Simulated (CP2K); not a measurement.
# A series of single points on Ta

System: Ta (1 atom in the cell).
Method: Kohn-Sham DFT of a periodic cell, PBE, GTH-PBE with UZH-TZVP basis, no spin polarisation (CP2K 2026.2).

The 6 runs differ only in the geometry, by an even scaling of the cell at fixed fractional positions. The structure derives from an entry of the Crystallography Open Database.

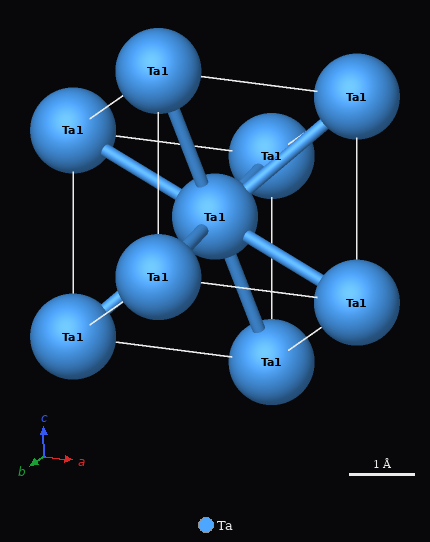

Figure 1. The structure of run 4 (ball-and-stick view of the cell 2 times as large as that of the calculation, set on its symmetry axes, seen at an oblique angle; atoms are numbered from 1 in the order of the input).

## Input of run 4
```
&GLOBAL
  PROJECT ta_eos
  RUN_TYPE ENERGY_FORCE
  PRINT_LEVEL LOW
&END GLOBAL
&FORCE_EVAL
  METHOD QS
  STRESS_TENSOR ANALYTICAL
  &DFT
    BASIS_SET_FILE_NAME BASIS_MOLOPT_UZH
    POTENTIAL_FILE_NAME POTENTIAL_UZH
    WFN_RESTART_FILE_NAME previous-RESTART.kp
    &MGRID
      CUTOFF 450
      REL_CUTOFF 60
      NGRIDS 4
    &END MGRID
    &QS
      METHOD GPW
      EPS_DEFAULT 1.0E-10
    &END QS
    &KPOINTS
      SCHEME MONKHORST-PACK 11 11 11
      GAMMA_CENTERED T
      SYMMETRY T
      SYMMETRY_BACKEND SPGLIB
    &END KPOINTS
    &SCF
      SCF_GUESS RESTART
      EPS_SCF 1.0E-6
      MAX_SCF 100
      ADDED_MOS 11
      CHOLESKY OFF
      EPS_EIGVAL 1.0E-7
      &DIAGONALIZATION ON
        ALGORITHM STANDARD
      &END DIAGONALIZATION
      &MIXING ON
        METHOD BROYDEN_MIXING
        ALPHA 0.4
        BETA 1.5
        NBUFFER 8
      &END MIXING
      &SMEAR ON
        METHOD FERMI_DIRAC
        ELECTRONIC_TEMPERATURE [K] 580.226
      &END SMEAR
    &END SCF
    &XC
      &XC_FUNCTIONAL PBE
      &END XC_FUNCTIONAL
    &END XC
    &PRINT
      &KPOINTS ON
      &END KPOINTS
      &MULLIKEN ON
      &END MULLIKEN
      &MO ON
        ENERGIES T
        OCCUPATION_NUMBERS T
        &EACH
          QS_SCF 0
        &END EACH
        ADD_LAST NUMERIC
      &END MO
    &END PRINT
  &END DFT
  &SUBSYS
    &CELL
      ABC 2.8790424748 2.8790424748 2.8790424749
      ALPHA_BETA_GAMMA 109.4712206350 109.4712206333 109.4712206341
      PERIODIC XYZ
    &END CELL
    &COORD
      SCALED
      Ta  0.0000000000 0.0000000000 0.0000000000
    &END COORD
    &KIND Ta
      BASIS_SET TZVP-MOLOPT-PBE-GTH-q13
      POTENTIAL GTH-PBE-q13
    &END KIND
    &PRINT
      &ATOMIC_COORDINATES ON
      &END ATOMIC_COORDINATES
      &CELL ON
      &END CELL
      &SYMMETRY ON
      &END SYMMETRY
    &END PRINT
  &END SUBSYS
  &PRINT
    &FORCES ON
    &END FORCES
    &STRESS_TENSOR ON
    &END STRESS_TENSOR
  &END PRINT
&END FORCE_EVAL
```

Command:
```bash
OMP_NUM_THREADS=1 cp2k.psmp -i ta_eos.inp -o ta_eos.out
```

Run 5 has the same physical settings and fractional positions; its lattice vectors (Å) are:
```
   2.897738    0.000000    0.000000
  -0.965913    2.732014    0.000000
  -0.965913   -1.366007    2.365993
```

## Results, with one run withheld

| run | volume per atom (Å³) | free energy per atom, from the lowest run given (meV) | pressure (GPa) |
| --- | --- | --- | --- |
| 1 | 16.930 | 54.92 | 15.84 |
| 2 | 17.290 | 25.38 | 10.53 |
| 3 | 17.650 | 7.15 | 5.77 |
| 4 | 18.371 | 0.00 | −2.30 |
| 5 | 18.731 | ? | ? |
| 6 | 19.091 | 25.64 | −8.89 |

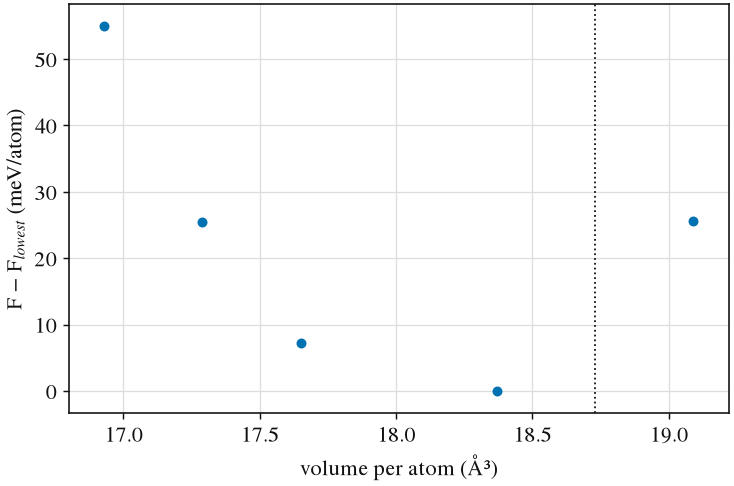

Figure 2. Free energy per atom of the runs given; the dotted line marks run 5.

Fit the runs given and predict run 5.

A cubic polynomial in V^(−2/3) (the Birch–Murnaghan form), fitted to the 5 runs given, misses them by at most 0.01 meV per atom. With x = V^(−2/3) − 0.14647 Å⁻², it reads F = 1.6785 + 3974.6 x + 1.1966e+06 x² + 1.7119e+06 x³ (meV per atom). At run 5 it gives 9.16 meV per atom, and the run itself gives 9.12. The slope of the fit gives a pressure −dF/dV of −5.76 GPa there, and the run prints −5.76 GPa. The fit has its minimum at 18.148 Å³ per atom, where V d²F/dV² gives 195 GPa: the bulk modulus at this level, since symmetry fixes the shape and the positions.

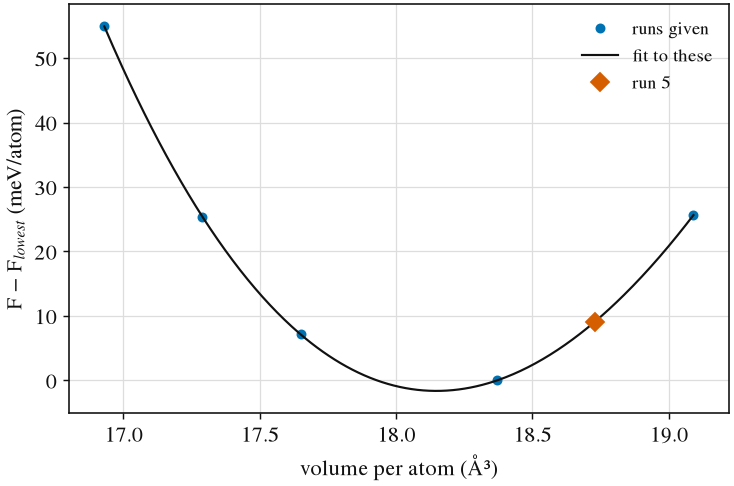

Figure 3. The fit and the withheld run.

## Some lines of the output (run 5)
```
[...]
 CELL| Volume [angstrom^3]:                                            18.730764
 CELL_REF| Volume [angstrom^3]:                                        18.730764
                        Smear method:                                FERMI_DIRAC
  Step     Update method      Time    Convergence         Total energy    Change
  Fermi energy:                                                 0.45628755624138
  Total energy:                                               -58.17736294370103
  Total energy (extrapolated to T->0):                        -58.17717291330157
 MO| E(Fermi):            0.456288 a.u.         12.416216 eV
```

Notes: Spin–orbit coupling is left out, which matters for Ta.
